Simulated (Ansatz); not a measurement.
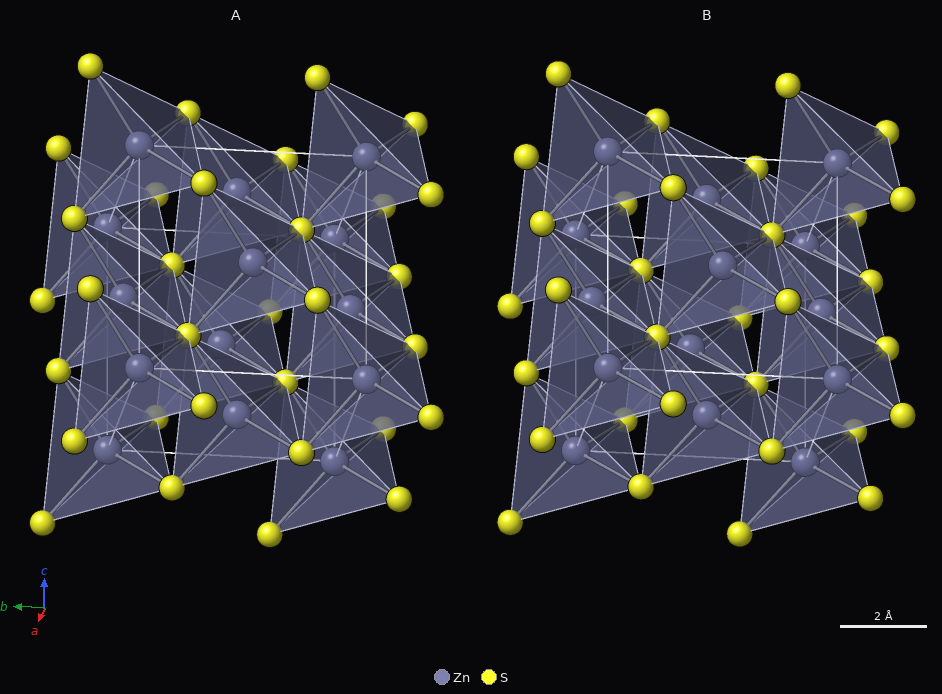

Two geometries of crystalline ZnS (set up in F-43m): one is the relaxed structure, the other was perturbed away from it. Style: polyhedral. Shown: the conventional cell (2 times the calculation's cell), from a free direction. Lengths and directions refer to the drawn axes.

Method: DFT PBE, scalar-relativistic, plane waves, PAW (Ansatz 0.2.0). Settings: plane-wave cutoff 420 eV; k-point mesh 8 × 8 × 6; occupations gaussian; smearing width 0.02 eV; no spin polarisation.

Question: Which one is perturbed?

Answer: Structure A is the perturbed one. Uniaxial strain along c, +3.0 %, is applied. The a and b axes and the atoms are relaxed. It costs 3.2 meV per atom. Pressure: 0.0 GPa before, −0.6 GPa after. The principal stresses (compression positive) are −1.8 GPa along c and none across it. The gap on the k-mesh goes from 2.02 to 1.92 eV. The drawn cell changes as follows: a = b 5.442 → 5.386 Å (−1.0 %), c 5.442 → 5.606 Å (+3.0 %); the volume changes by +0.9 %. The atoms keep their places relative to the cell (all moves are under 0.005 Å). Near-neighbour distances before and after: S–Zn 2.357 → 2.364 Å. The space group (tolerance 0.01 Å) goes from F-43m (No. 216) to I-4m2 (No. 119).
